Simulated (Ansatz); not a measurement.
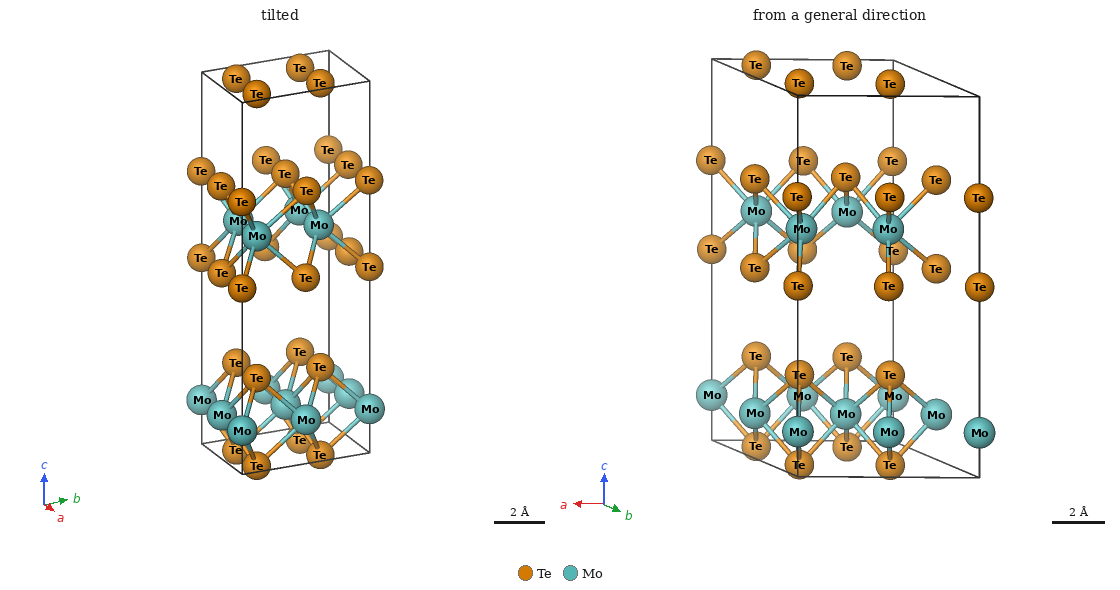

Ball-and-stick drawing of the structure, looking slightly off an axis and from a general direction. The supercell is drawn as a box. The host is Te₂Mo, in a cell of 24 sites, and the cell is neutral.

What defect is present?

A tellurium vacancy. Around the empty site lie three Mo at about 2.7 Å.

Computational set-up: DFT PBE, scalar-relativistic, plane waves, PAW (Ansatz), a basis cut at 420 eV, a 2×2×2 mesh of k-points, Gaussian smearing of 0.01 eV, collinear spins.

Is a magnetic moment found?

No net moment.

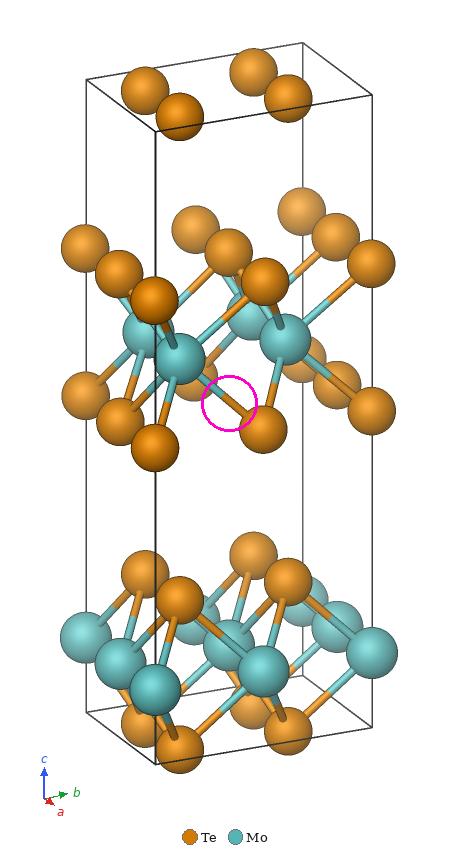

The same cell with a ring at the defect's site.

The atoms were relaxed in the host's cell with DFT PBE, scalar-relativistic, plane waves, PAW in Ansatz 0.2.0.
